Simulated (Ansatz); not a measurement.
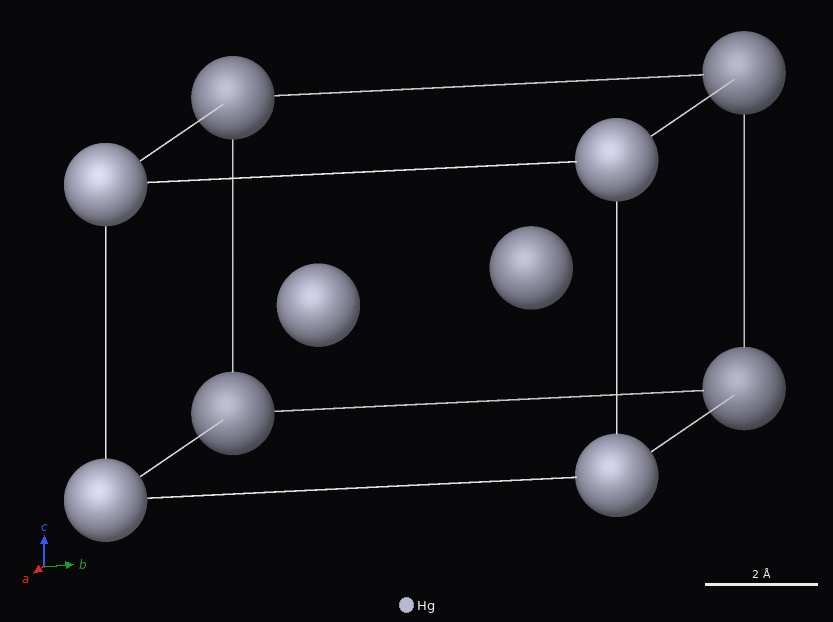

Spheres-only representation of a periodic structure, projected slightly off an axis. The wireframe shows the conventional unit cell.

Hg, space group P6/mmm (No. 191), a = 9.51 Å, b = 9.51 Å, c = 5.72 Å, α = 90.00°, β = 90.00°, γ = 120.00°.

The numbers come from DFT, BLYP, plane waves (420 eV) with PAW, scalar-relativistic (Ansatz), using a 5×5×7 k-point grid, Fermi-Dirac smearing of 0.1 eV, no spin polarisation.

How large a gap does the method give, if there is one?

Answer. An insulator at this level, with a gap of 4.73 eV on the k-mesh (the true edges may lie between mesh points, so the gap can be somewhat smaller).

How far is the cell from zero pressure?

Answer. The computed pressure is 0.0 GPa, close to zero.

The initial geometry was a structure type filled with this element by a generator (whether the element takes this form wasn't checked). Earlier steps of the study may have refined or changed the cell and positions. It went into a calculation with Ansatz.
